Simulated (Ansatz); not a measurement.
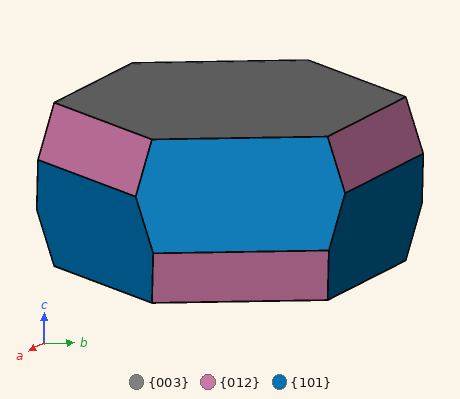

BN, space group R3m (No. 160), a = 2.512 Å, b = 2.512 Å, c = 12.538 Å, α = 90.00°, β = 90.00°, γ = 120.00°. Crystal habit computed by the BFDH rule (growth rate of a face proportional to 1/d, systematic absences taken into account). This is a geometric estimate, not an energy calculation. Origin: the end point of a relaxation with DFT PBE, scalar-relativistic, plane waves, PAW (Ansatz 0.2.0). Forms under 0.4 % of the area are left out. Forms are taken in the Laue class: a face and its opposite count as one form.

Which form makes up most of the surface, and how much?

{003}, with 2 faces and about 45 % of the area; its spacing is d = 4.179 Å.

List the forms with their spacings and shares.

```json
{"form": "{003}", "faces": "2", "d (Å)": "4.179", "share of area (%)": "45.2"}
{"form": "{101}", "faces": "6", "d (Å)": "2.144", "share of area (%)": "37.1"}
{"form": "{012}", "faces": "6", "d (Å)": "2.055", "share of area (%)": "17.7"}
```
